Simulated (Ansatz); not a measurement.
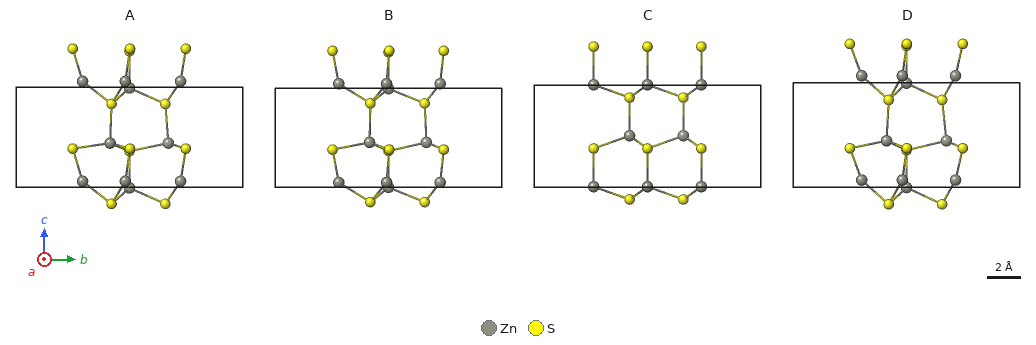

4 geometries from one relaxation of a wire of composition ZnS, in shuffled order. The picture is a ball-and-stick view of the cell of the calculation, with the vacuum cut short, seen along the a axis.

Case: wire along [0 0 1], 20 atoms a period.

These are results of DFT PBE, scalar-relativistic, plane waves, PAW in Ansatz, not measurements. Settings: plane-wave cutoff 420 eV; k-point mesh 1 × 1 × 5; occupations gaussian; smearing width 0.05 eV; collinear spin; cell relaxed at fixed a, b, alpha, beta, gamma; force threshold 0.02 eV/Å; at most 45 steps.

Order the frames from highest to lowest energy.

C, B, A, D. They are steps 0, 2, 3, 9, at +5.589 eV per cell of the calculation, +1.042 eV per cell of the calculation, +0.246 eV per cell of the calculation relative to the last. Over 8 accepted moves (9 points after the start) the energy falls by 5.589 eV per cell of the calculation. Largest force component: 1.7 eV/Å at the start, 0.0068 eV/Å at the end. The SCF was repeated once at an unchanged geometry on a basis and grid sized afresh for the cell, which shifted the energy by 3.5 meV per cell of the calculation at most. The largest moves relative to the centre of the atoms, 0.69 Å, are those of Zn atoms. By element the largest moves are Zn 0.69 Å, S 0.28 Å. Along the periodic axis the drawn cell goes c 6.305 → 6.455 Å (+2.4 %). Near-neighbour distances that change, for instance: S–Zn 2.362 → 2.103 Å, S–Zn 2.357 → 2.537 Å, S–Zn 2.357 → 2.245 Å, S–Zn 2.357 → 2.433 Å. Among the angles between lasting bonds that change: S–Zn–S 109.6° → 152.0°, Zn–S–Zn 109.3° → 80.6°, Zn–S–Zn 109.6° → 81.3°. The program noted that the starting moments weren't kept.
